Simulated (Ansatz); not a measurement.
Input file:

```
crystal:
  lattice:
    - [0.0, 3.1452655868, 3.5384237852]
    - [3.1452655868, 0.0, 3.5384237852]
    - [3.1452655868, 3.1452655868, 0.0]
  atoms:
    - { symbol: Ti, position: [0.5, 0.5, 0.5] }
    - { symbol: Ti, position: [0.75, 0.75, 0.75] }
    - { symbol: Co, position: [0.125, 0.125, 0.125] }
    - { symbol: Co, position: [0.625, 0.125, 0.125] }
    - { symbol: Co, position: [0.125, 0.125, 0.625] }
    - { symbol: Co, position: [0.125, 0.625, 0.125] }
basis:
  ecutwfc: 420
kpoints:
  mp_grid: { grid: [12, 12, 12] }
hamiltonian:
  xc: pbesol
scf:
  occupations: { method: gaussian, width: 0.15 }
output:
  forces: true
  stress: true
  eigenvalues: true
  write_density: true
  write_potential: true
  elf: true
  volumetric_format: npy
```

Launched as:

```sh
ansatz run input.yaml --threads 2 --pin off --max-ram 5120MiB --backend cpu --events-out ev --progress --plain --runs-dir out
```

Below, planes, directions and counts refer to the conventional cell (a = 4.45 Å, b = 4.45 Å, c = 7.08 Å, α = 90.00°, β = 90.00°, γ = 90.00°).

Space group I4₁/amd; changed on purpose from its base cell (strain -0.040 along x and y, +0.080 along z, atoms carried along); computed pressure about 3 GPa in this cell; computed without spin polarisation.

Theory: Ansatz 0.2.0, DFT PBEsol, scalar-relativistic, plane waves, PAW.

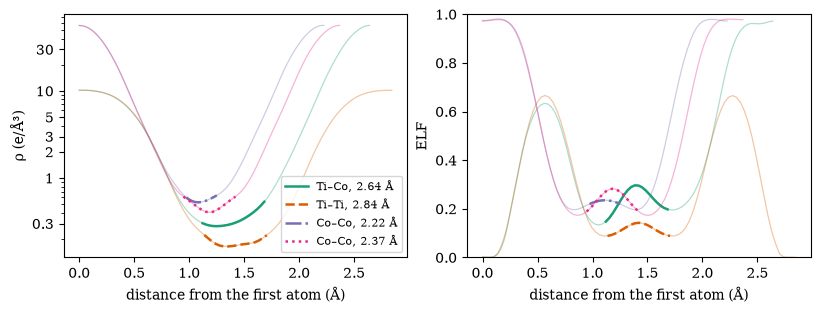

TiCo2. Valence electron density and ELF along straight lines between neighbouring atoms. Thin, pale parts lie inside the atomic spheres.

Core electrons are frozen (PAW), and the valence fields are smoothed inside the atomic spheres.

Question: Compare the contacts.

Answer: Ti–Co (2.64 Å): ρ is about 0.29 e/Å³ halfway; the ELF is about 0.30 at the midpoint: no localised pair shows between them.
Ti–Ti (2.84 Å): ρ is about 0.17 e/Å³ halfway; the ELF is about 0.15 at the midpoint (no localised pair shows between them).
Co–Co (2.22 Å): ρ at the midpoint is about 0.53 e/Å³; the ELF is about 0.25 at the midpoint (no localised pair shows between them).
Co–Co (2.37 Å): ρ at the midpoint is about 0.4 e/Å³; the ELF is about 0.30 at the midpoint: no localised pair shows between them.
